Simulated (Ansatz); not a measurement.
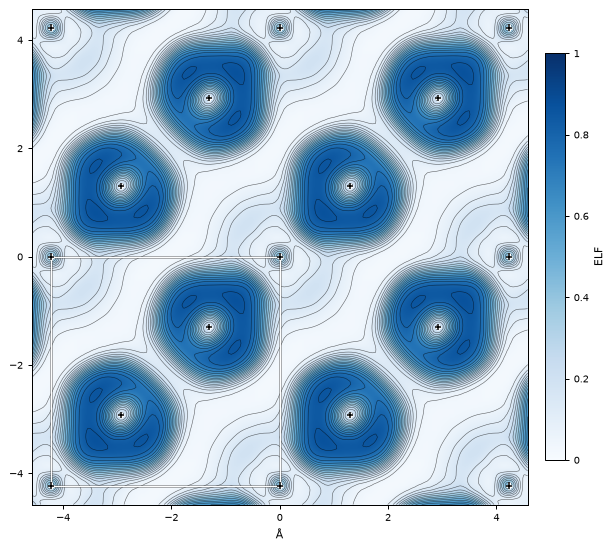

The ELF on a plane through atoms (crosses mark nuclei in the plane).

Level of theory: Ansatz 0.2.0, DFT, PBE, plane waves, PAW.

Candidates:
A. CdSe, a = 6.14 Å, b = 6.14 Å, c = 6.14 Å, α = 90.00°, β = 90.00°, γ = 90.00°. Space group F-43m; started from the zincblende prototype, which need not be the ambient phase.
B. SiO2, a = 4.23 Å, b = 4.23 Å, c = 2.70 Å, α = 90.00°, β = 90.00°, γ = 90.00°. Space group P4₂/mnm; started from the rutile prototype, which need not be the ambient phase; changed on purpose from its base cell (hydrostatic strain +1.0%).
C. CdS, a = 5.76 Å, b = 5.76 Å, c = 5.76 Å, α = 90.00°, β = 90.00°, γ = 90.00°. Space group F-43m; started from the zincblende prototype, which need not be the ambient phase; changed on purpose from its base cell (hydrostatic strain -2.0%); computed pressure about 6 GPa in this cell.

> Which system is this?

Candidate B: SiO2 on the (001) plane of the conventional cell, which holds Si and O. Si–O (1.84 Å): the ELF peaks at about 0.85 between the atoms.
